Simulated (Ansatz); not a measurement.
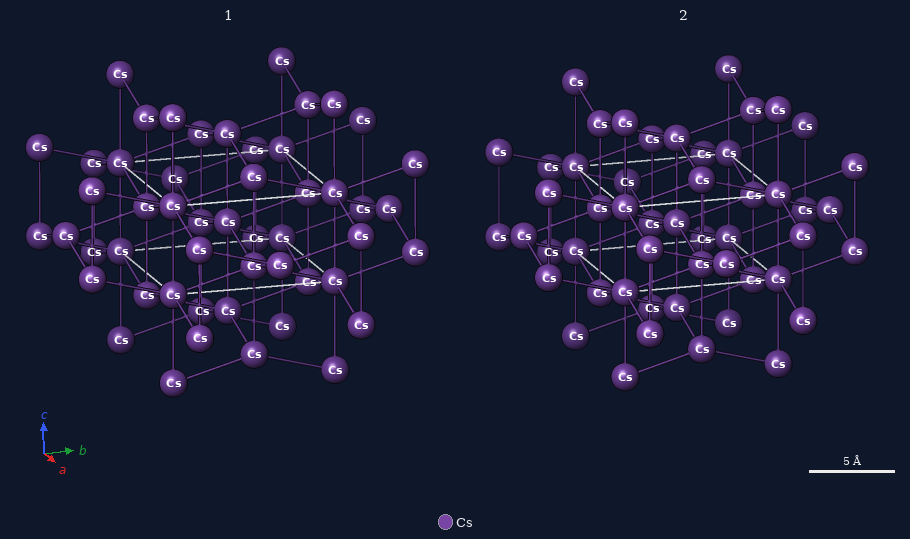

Two geometries of crystalline Cs (a generated structure, set up in I4_1/amd), drawn at one scale. One is the start of a relaxation, the other its converged end. Style: ball-and-stick. Shown: the conventional cell (2 times the calculation's cell), slightly off an axis. Lengths and directions refer to the drawn axes.

The calculation used DFT, revPBE, plane waves (420 eV) with PAW, scalar-relativistic (Ansatz). (plane-wave cutoff 420 eV; k-point mesh 7 × 7 × 5; occupations fermi dirac; smearing width 0.1 eV; no spin polarisation; cell and atoms relaxed; force threshold 0.01 eV/Å; at most 60 steps)

### Which of the two is the end point?

Structure 1 is the relaxed one. Phase: beta-Sn type. Over 3 accepted moves (4 points after the start) the energy falls by 15.7 meV per atom. The pressure goes from 0.29 to 0.01 GPa. The SCF was repeated once at an unchanged geometry on a basis and grid sized afresh for the cell, which shifted the energy by 0.1 meV per atom at most. The atoms keep their places relative to the cell (all moves are under 0.005 Å). The drawn cell changes as follows: a = b 9.471 → 9.987 Å (+5.4 %), c 5.171 → 5.402 Å (+4.5 %), α 90.0° → 90.2°, β 90.0° → 90.2°, γ 90.0° → 89.7°; the volume changes by +16.2 %. Among the contacts that change: Cs–Cs 4.909 → 5.171 Å, Cs–Cs 5.171 → 5.402 Å. The space group (tolerance 0.01 Å) goes from I4_1/amd (No. 141) to C2/c (No. 15).
